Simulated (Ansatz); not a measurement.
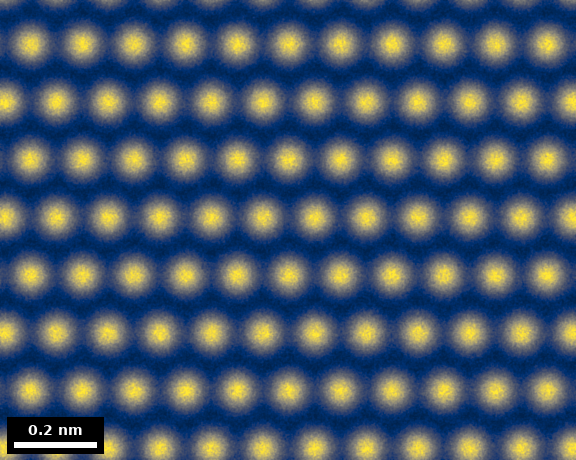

HAADF-like image of Rh. The image is simulated as a sum over atoms of Z^1.6, blurred by a 0.71 Å probe (no channelling). The probe carries 15 % of its weight in a tail 2.5 times as wide. Shot noise was added.

Question: Give the net of the columns and its spacings.

Answer: The pattern repeats on a centred rectangular net of 1.3 × 2.8 Å.

Question: Which plane group does this projection have?

Answer: c2mm: perpendicular mirror lines on a centred net, with further twofold points between them.

Question: How many columns does the smallest repeating cell hold, and how many levels of brightness?

Answer: 1 column in the primitive cell of 1.8 Å², all of one brightness.

The crystal is Rh (Fd-3m, No. 227) seen along [210]. Structure: a calculation's starting geometry; the starting structure was generated, so it need not be a known form of this composition.
